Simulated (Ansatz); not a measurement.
Input of the run:

```yaml
crystal:
  lattice:
    - [5.93, 0.0, 0.0]
    - [0.0, 5.93, 0.0]
    - [0.0, 0.0, 6.98]
  atoms:
    - { symbol: Ge, position: [0.375, 0.1667, 0.75] }
    - { symbol: Ge, position: [0.3333, 0.875, 0.5] }
    - { symbol: Ge, position: [0.625, 0.8333, 0.25] }
    - { symbol: Ge, position: [0.6667, 0.125, 0.0] }
    - { symbol: Ge, position: [0.875, 0.3333, 0.5] }
    - { symbol: Ge, position: [0.8333, 0.625, 0.75] }
    - { symbol: Ge, position: [0.125, 0.6667, 0.0] }
    - { symbol: Ge, position: [0.1667, 0.375, 0.25] }
    - { symbol: Ge, position: [0.575, 0.425, 0.25] }
    - { symbol: Ge, position: [0.925, 0.925, 0.5] }
    - { symbol: Ge, position: [0.425, 0.575, 0.75] }
    - { symbol: Ge, position: [0.075, 0.075, 0.0] }
hamiltonian:
  xc: lda
  pseudopotentials: { kind: paw }
kpoints:
  mp_grid: { grid: [5, 5, 4] }
  band_path:
    path:
      - [[0.0, 0.0, 0.0], [0.0, 0.5, 0.0], [0.5, 0.5, 0.0], [0.0, 0.0, 0.0], [0.0, 0.0, 0.5], [0.0, 0.5, 0.5], [0.5, 0.5, 0.5], [0.0, 0.0, 0.5]]
      - [[0.0, 0.5, 0.0], [0.0, 0.5, 0.5]]
      - [[0.5, 0.5, 0.0], [0.5, 0.5, 0.5]]
    npoints: 10
scf:
  occupations: { method: fermi_dirac, width: 0.05 }
  n_extra_bands: 30
output:
  forces: true
  stress: true
  eigenvalues: true
  fatbands: true
```

System: Ge, space group P4_32_12 (No. 96), 12 atoms in the cell.

Method: LDA, Ansatz PAW, no spin polarisation, no spin-orbit coupling, 5×5×4 k mesh, 420 eV cutoff, Fermi-Dirac smearing of 0.05 eV (Ansatz).

What will the band structure look like? The path is Γ–X–M–Γ–Z–R–A–Z|X–R|M–A.

The bands leave a gap. The gap along this path is 0.35 eV and direct: both edges lie between M and Γ. At M the top valence band lies only 0.04 eV lower. The top valence band spans 1.1 eV and the lowest conduction band 1.6 eV. The direct gaps are 2.26 eV at A, 1.12 eV at R and 1.53 eV at Γ.

Spin-orbit coupling is left out, which matters for Ge. The PAW data sets were made with another functional. LDA, GGA and most meta-GGA functionals understate gaps. This isn't the form of Ge at room conditions, which is diamond.

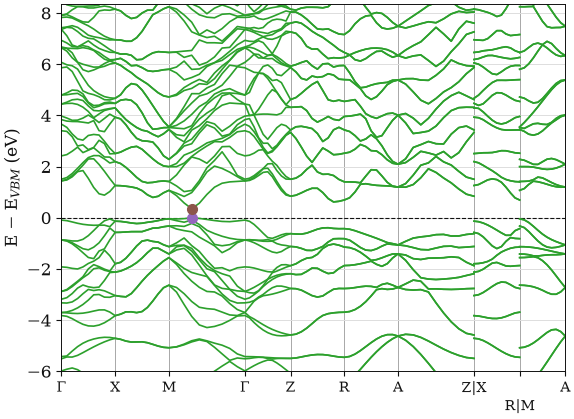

Band structure. Energies are counted from the top of the valence band.
